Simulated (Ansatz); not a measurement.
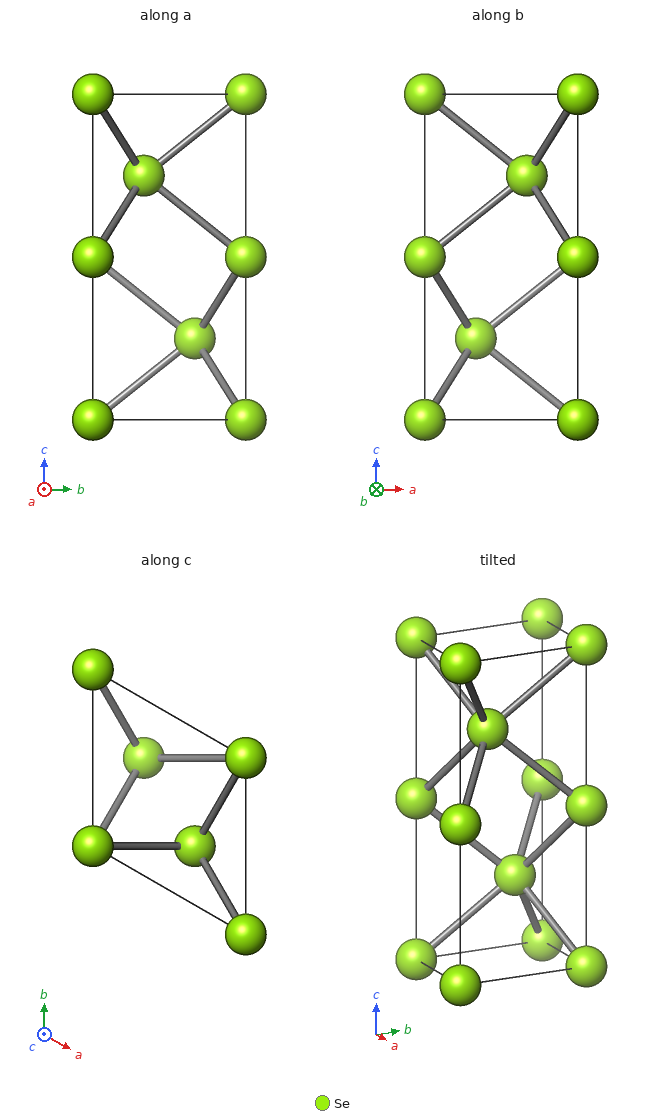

View along the a axis, along the b axis, along the c axis and slightly off an axis, drawn as a ball-and-stick model. Atoms at the boundary of the conventional unit cell (the box) are drawn once for each face, edge or corner they touch.

Lattice parameters: a = 3.808 Å, b = 3.808 Å, c = 7.020 Å, α = 90.00°, β = 90.00°, γ = 120.00°. Put a along x and b in the xy plane.

Question: Reconstruct the structure as a POSCAR file.

Answer:
```
Se
1.0
     3.808    0.000    0.000
    -1.904    3.298    0.000
     0.000    0.000    7.020
Se
4
Direct
  0.0000 0.0000 0.0000
  0.0000 0.0000 0.5000
  0.3333 0.6667 0.2500
  0.6667 0.3333 0.7500
```

The starting point was a structure type filled with this element by a generator (whether the element takes this form wasn't checked). Earlier steps of the study may have refined or changed the cell and positions. It went into a calculation with Ansatz.

At this level of theory the cell isn't at rest (compressed, at 9 GPa), so its distances can differ from those at equilibrium, the more so the softer the solid.
